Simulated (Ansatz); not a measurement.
Geometry relaxation, with input and output: K

- system: K (I4/mmm, 1 atom in the cell)
- method: DFT PBEsol, scalar-relativistic, plane waves, PAW, no spin polarisation (Ansatz 0.2.0)

The structure was made by swapping elements on the sites of another compound; it need not be a known phase. It belongs to a series of runs on one base structure; here: Cu -> K on all its sites, cell and atoms relaxed. Figures and captions count atoms from 1; the log counts them from 0 in places.

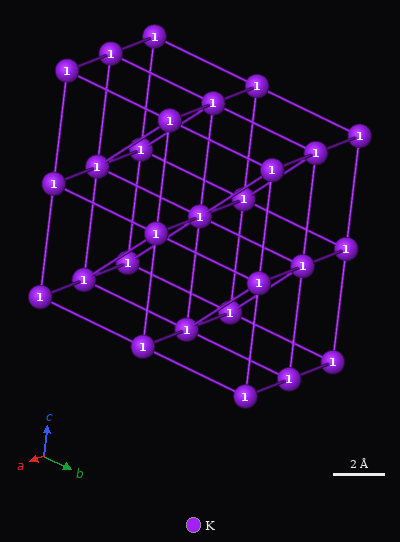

*The input geometry (ball-and-stick view of the cell of the calculation, repeated 2 × 2 × 2, seen slightly off an axis; atoms are numbered from 1 in the order of the input). An atom can appear more than once, as a periodic image.*

Near neighbours in the periodic cell (some may lie outside the picture): K has 8 K at 4.50 Å.

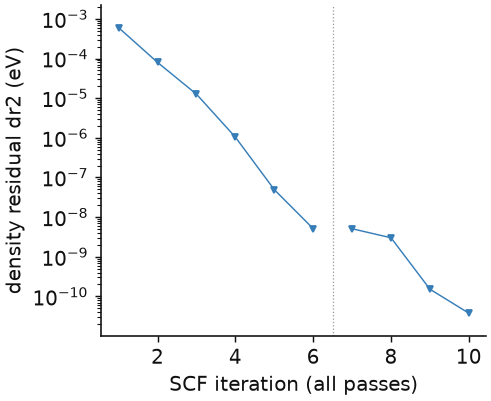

*Convergence of the self-consistent field: density residual dr2 against the SCF iteration. The dotted lines part the SCF passes of the relaxation: geometry steps, rejected trials and re-solves on a re-selected basis.*

The passes take 6 and 4 iterations.

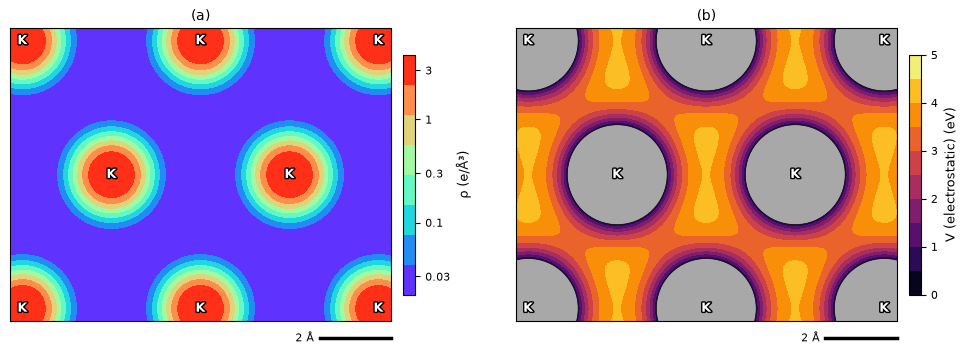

*(a) valence charge density (pseudo); (b) electrostatic potential (local pseudopotential plus Hartree) felt by an electron on the (11̄0) plane of the conventional cell. Grey discs, where drawn, cover atomic cores.*

Atoms in the plane: K. K–K (4.50 Å): the density is about 0.02 e/Å³ at the midpoint. Away from the nuclei the density in this plane falls to 0.02 e/Å³ at its lowest. Outside the cores the potential energy rises away from the atoms and is highest about 2.7 Å from the nearest atoms; outside the discs it spans about 4 eV, and its zero is arbitrary. In a PAW calculation such maps are meaningful between the atoms, not at the nuclei.

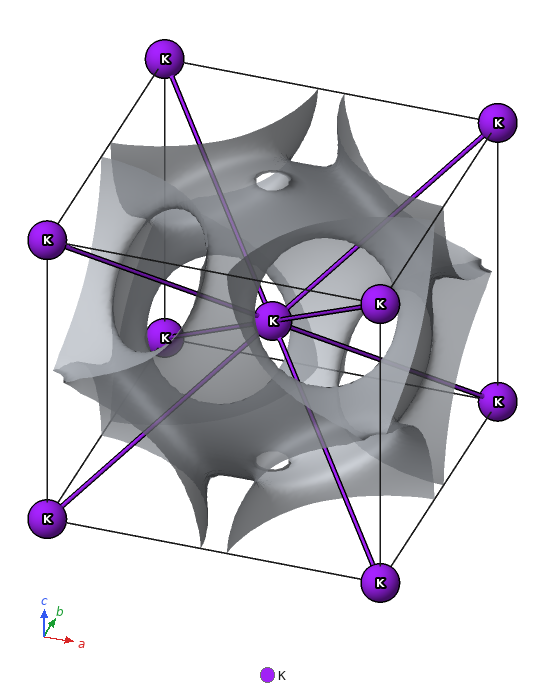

*Isosurface of the ELF at 0.4 (grey), seen at an oblique angle. Core shells and regions of very low density are left out. Sticks mark near contacts. The outline is the cell set on symmetry axes.*

The ELF exceeds this value in one network that runs through the whole crystal, counted in one cell of 2 atoms. Along the contacts the grid gives the following. K–K (4.50 Å): the ELF is about 0.20 at the midpoint; no shared electron pair.

The input and output of the run follow.

### Input
```yaml
crystal:
  lattice:
    - [-2.6519418901, 2.6519418901, 2.4956187062]
    - [2.6519418901, -2.6519418901, 2.4956187062]
    - [2.6519418901, 2.6519418901, -2.4956187062]
  atoms:
    - { symbol: K, position: [0.0, 0.0, 0.0] }
basis:
  ecutwfc: 420
kpoints:
  mp_grid: { grid: [12, 12, 12] }
hamiltonian:
  xc: pbesol
scf:
  occupations: { method: gaussian, width: 0.1 }
output:
  forces: true
  stress: true
  eigenvalues: true
  write_density: true
  write_potential: true
  elf: true
  volumetric_format: npy
relax:
  adjacent_minimum: "off"
  f_tol: 0.01
  max_steps: 60
  cell: { stress_tol: 0.1 }
```

Run as:
```bash
ansatz run input.yaml --threads 1 --pin off --max-ram 2560MiB --backend cpu --events-out ev --progress --plain --runs-dir out
```

### The program's output
```
Engine: ansatz 0.2.0, x86_64-unknown-linux-gnu
Pseudopotentials: kind: paw
Pseudopotential: K, paw, valence charge 9, recommended cutoff 420 eV (normal), K.paw.azcp
Functional definition: PBEsol
  exchange = pbesol_x
  correlation = pbesol_c
Crystal: 1 atoms, lattice volume = 70.205 Å³
Basis set: ecut = 420 eV, 1385 PW (Γ), exchange–correlation on 64×64×64 points (8 copies of the dense FFT grid, shifted against one another)
Bands: 9, of which v1, the nominal top of the filled ones, is band 5 counted from 1 (4 counted from 0)
Symmetry: 16 space group operations
Space group: I4/mmm (ITA 139), of the structure as read, at distance tolerance 4.1e-5 Å
k-points: 163 of 1728
Non-local potential: K, projectors of the file, l = 0: 3, l = 1: 2, l = 2: 2
PAW form: soft (Blöchl's): semilocal exchange-correlation on the pseudo side does not see the compensation charge
PAW frozen core: K, regenerated for the run's functional, and the local potential with it (the file was generated under x = pbe(κ = 0.804, μ = 0.2195149727645171), c = pbe(β = 0.06672455060314922))
PAW one-centre angular grid: K, 110 points (default); XC on 64 Gauss nodes
Initial density: superposition of atomic densities (neutral atoms: chi_scale 0, normalization atom), corrected by the library's trained network
Initial wavefunctions: pseudopotential atomic-orbital guess
Functional: x = pbesol(κ = 0.804, μ = 0.12345679012345678), c = pbesol(β = 0.046)
SCF iter   1: F=—  HF=-1516.029379 eV  |F-HF|=—  |Δ(HF+E_count)|=         —  Δρ=1.25e-3  dr2=5.99e-4  ethr=1.77e-3  ⟨swp⟩=5.1  Hψ=10716  notcnv=0
preconditioner: auto → Kerker (q_TF=auto, 1.937 Å⁻¹)  [metal: Δε(μ)=0.022 eV  Ē_g=4.140 eV  σ=0.100 eV  W_gap=0.12  n_scr=12 (ndim 8)  ℏωp=4.4 eV  f_vac=0.000  D(μ)=0.81/eV (n_scr^D=0)]
SCF iter   2: F=—  HF=-1516.028978 eV  |F-HF|=—  |Δ(HF+E_count)|=   4.01e-4  Δρ=5.31e-4  dr2=7.97e-5  ethr=6.65e-6  ⟨swp⟩=2.1  Hψ=3341  notcnv=0
SCF iter   3: F=—  HF=-1516.028978 eV  |F-HF|=—  |Δ(HF+E_count)|=   2.18e-7  Δρ=1.57e-4  dr2=1.26e-5  ethr=8.86e-7  ⟨swp⟩=1.5  Hψ=1713  notcnv=0
SCF iter   4: F=—  HF=-1516.028980 eV  |F-HF|=—  |Δ(HF+E_count)|=   1.32e-6  Δρ=3.51e-5  dr2=1.04e-6  ethr=1.40e-7  ⟨swp⟩=2.5  Hψ=1998  notcnv=0
iter 5 did not close the SCF: its close was put off for the readings that it lacked (scf_convergence_deferred on its scf_iter line)
SCF iter   5: F=-1516.028980 eV  HF=-1516.028980 eV  |F-HF|=1.21e-8  |Δ(HF+E_count)|=   6.10e-7  Δρ=5.85e-6  dr2=4.93e-8  ethr=1.15e-8  ⟨swp⟩=1.5  Hψ=1503  notcnv=0
SCF iter   6: F=-1516.028980 eV  HF=-1516.028980 eV  |F-HF|=2.10e-9  |Δ(HF+E_count)|=   1.46e-8  Δρ=1.91e-6  dr2=5.12e-9  ethr=5.48e-10  ⟨swp⟩=5.6  Hψ=7737  notcnv=0
SCF 1 converged in 6 iterations: F = -1516.028980 eV  dr2 = 5.12e-9
  greatest PAW one-centre occupation: 0.987 electrons in one spin orbital (limit 2), on the K atom at site 0 (counted from 0), in its partial waves of l = 0
relax step   1: F+E_penalty+E_count = -1516.02898025 eV  Δ(F+E_penalty+E_count) = +0.000e0 eV  max|allowed force component| = 0.000e0 eV/Å  Δτ_max = 0.0000 Å  P = +0.040 GPa  Ω = 70.205 Å³  (6 SCF iters, dr2 threshold 1.00e-7 eV, accepted)
Initial density: handed on by an earlier stage of this run
Initial wavefunctions: pseudopotential atomic-orbital guess (no wavefunctions were taken with the density)
iter 1 solved again at ethr=1.85e-7 eV; its pass at ethr=3.10e-3 eV (dr2=1.66e-5 eV) is discarded
SCF iter   1: F=—  HF=-1516.028980 eV  |F-HF|=—  |Δ(HF+E_count)|=         —  Δρ=1.90e-6  dr2=5.09e-9  ethr=1.85e-7  ⟨swp⟩=3.3  Hψ=15329  notcnv=0
eigensolver tolerance schedule: the retry pair's looser diagonalisation over-reported the residual by 3269.74 of it (diagonalisation noise at 0.24 of the residual, at the tolerance the schedule requests for it); recorded, not acted on — ethr = c·dr2/N_el stays at c = 1.0e-1
preconditioner: auto → Kerker (q_TF=auto, 1.937 Å⁻¹)  [metal: Δε(μ)=0.022 eV  Ē_g=4.134 eV  σ=0.100 eV  W_gap=0.12  n_scr=12 (ndim 8)  ℏωp=4.4 eV  f_vac=0.000  D(μ)=0.81/eV (n_scr^D=0)]
SCF iter   2: F=—  HF=-1516.028980 eV  |F-HF|=—  |Δ(HF+E_count)|=   3.08e-7  Δρ=1.37e-6  dr2=3.01e-9  ethr=5.65e-11  ⟨swp⟩=2.3  Hψ=2054  notcnv=0
SCF iter   3: F=—  HF=-1516.028980 eV  |F-HF|=—  |Δ(HF+E_count)|=   1.23e-9  Δρ=6.28e-7  dr2=1.52e-10  ethr=3.35e-11  ⟨swp⟩=1.7  Hψ=1609  notcnv=0
SCF iter   4: F=-1516.028980 eV  HF=-1516.028980 eV  |F-HF|=9.78e-12  |Δ(HF+E_count)|=  4.55e-12  Δρ=3.00e-7  dr2=3.78e-11  ethr=1.00e-12  ⟨swp⟩=5.1  Hψ=5248  notcnv=0
SCF 2 converged in 4 iterations: F = -1516.028980 eV  dr2 = 3.78e-11
relax step   2: F+E_penalty+E_count = -1516.02898025 eV  Δ(F+E_penalty+E_count) = -2.744e-10 eV  max|allowed force component| = 0.000e0 eV/Å  Δτ_max = 0.0000 Å  P = +0.040 GPa  Ω = 70.205 Å³  stress off target by 5.39e-2 GPa  SCF on the basis re-selected at this cell (its energy is not comparable with the rows above)  (4 SCF iters)
basis re-selected at this cell: Δ(F+E_penalty+E_count) = -2.744e-10 eV, ΔP = -0.000 GPa vs the last step (what re-selecting the basis moved, of the pressure what is left beyond the Pulay correction that the steps carried, after the strain that the cell walked since its last selection, with what the two solves' SCF thresholds leave and, on support functions, any second-order correction that the steps lacked; it is no measure of the basis error at this ecutwfc). This SCF's stress stands 5.39e-2 GPa from its target on what of the cell is left free (relax.cell.stress_tol is 1.00e-1 GPa) and its largest allowed force component is 0.00e0 eV/Å (relax.f_tol is 1.00e-2 eV/Å): within both
SCF converged after 4 iterations
Free energy (F): -1516.028980 eV
Harris-Foulkes:  -1516.028980 eV  (|F-HF|=9.78e-12)
Internal energy: -1516.024918 eV  (E = F + TS)
E sigma→0 (E₀):  -1516.026949 eV
Entropy (-TS):   -0.004062 eV (-4.062 meV/atom)
Fermi energy:    1.893314 eV
--- Per-component energies (eV) ---
  E_band       = -140.672037
  E_kinetic    = 251.988522
  E_local      = -744.305225  (includes V_loc(G=0)·N_el)
  E_nonlocal   = 13.834033
  E_hartree    = 264.475461
  E_xc         = -132.008311
  E_vxc        = -161.717535  (∫ρ·V_xc dr)
  E_paw        = -761.817881  (= ΣΔE_a)
  E_vpaw       = -29.422827  (= ΣTr[D̂ρ^β])
  E_aug_tail   = -0.000003  (compensation charges beyond the density's cutoff)
  E_ewald      = -408.299399
  E_core_change = 0.107885  (= ΣΔE_core)
  E_smearing   = -0.004062  (= −TS)
  E_closure    = 0.000000  (closes the sum)
  Σ components = -1516.028980   (vs F -1516.028980, Δ=0.00e0)
--- Forces (eV/Å), atoms counted from 1 ---
  atom   1  K     -0.00000000     0.00000000    -0.00000000
  max |Σ_I F_I| component: 1.85e-31 eV/Å
--- Stress (GPa, compression-positive) ---
        0.033528       0.000000       0.000000
        0.000000       0.033528      -0.000000
        0.000000      -0.000000       0.053887
  P = ⅓ Tr σ = 0.0403 GPa (0.403 kbar)
--- Band table (eV; the first three rows and the last of 163) ---
  k-point 0: bands = ["-30.0610", "-13.5705", "-13.5699", "-13.5699", "-0.3214", "6.0318", "6.3520", "6.3520", "6.9593"]
  k-point 1: bands = ["-30.0607", "-13.5754", "-13.5721", "-13.5697", "-0.2352", "5.9150", "6.2539", "6.4255", "6.8089"]
  k-point 2: bands = ["-30.0598", "-13.5905", "-13.5765", "-13.5693", "0.0193", "5.4458", "6.0192", "6.6436", "6.7137"]
  k-point 162: bands = ["-30.0518", "-13.6307", "-13.6307", "-13.6218", "3.4576", "3.6468", "5.2594", "5.2594", "5.9803"]
--- Relaxed structure (1 steps of the walk, 1 accepted, 1 SCFs on fresh bases) ---
  F+E_penalty+E_count = -1516.02898025 eV   max|allowed force component| = 0.000e0 eV/Å   (the final SCF, on the basis selected at the relaxed cell)
  cell:  # Å, volume = 70.2047 Å³
    - [-2.6519418901, 2.6519418901, 2.4956187062]
    - [2.6519418901, -2.6519418901, 2.4956187062]
    - [2.6519418901, 2.6519418901, -2.4956187062]
  atoms:
    - { symbol: K, position: [0.0, 0.0, 0.0] }
```

### Trajectory as extended XYZ (Å, eV, eV/Å), 2 frames, from step=1 to step=2
```
1
Lattice="-2.6519 2.6519 2.4956 2.6519 -2.6519 2.4956 2.6519 2.6519 -2.4956" Properties=species:S:1:pos:R:3:forces:R:3 step=1 energy=-1516.02898 pressure_GPa=0.04
K     0.0000    0.0000    0.0000    0.0000   0.0000   0.0000
1
Lattice="-2.6519 2.6519 2.4956 2.6519 -2.6519 2.4956 2.6519 2.6519 -2.4956" Properties=species:S:1:pos:R:3:forces:R:3 step=2 energy=-1516.02898 pressure_GPa=0.04
K     0.0000    0.0000    0.0000    0.0000   0.0000   0.0000
```

### Results in brief

```tsv
quantity	value
outcome	converged
space group (tolerance 0.01 Å)	I4/mmm (139)
electrons treated	9
free energy	−1516.0290 eV
Fermi energy	1.893 eV
gap on the k-point mesh	none (metallic)
pressure	0.04 GPa
final volume	70.20 Å³
largest force (length of the vector) at the end	under 0.001 eV/Å
final cell	a = 4.505 Å, b = 4.505 Å, c = 4.505 Å, α = 107.87°, β = 107.87°, γ = 112.72°
hardware	1 thread of Intel Xeon (Granite Rapids), 192 GiB of memory available, shared host
wall time	6.1 s
peak memory	0.44 GiB
```
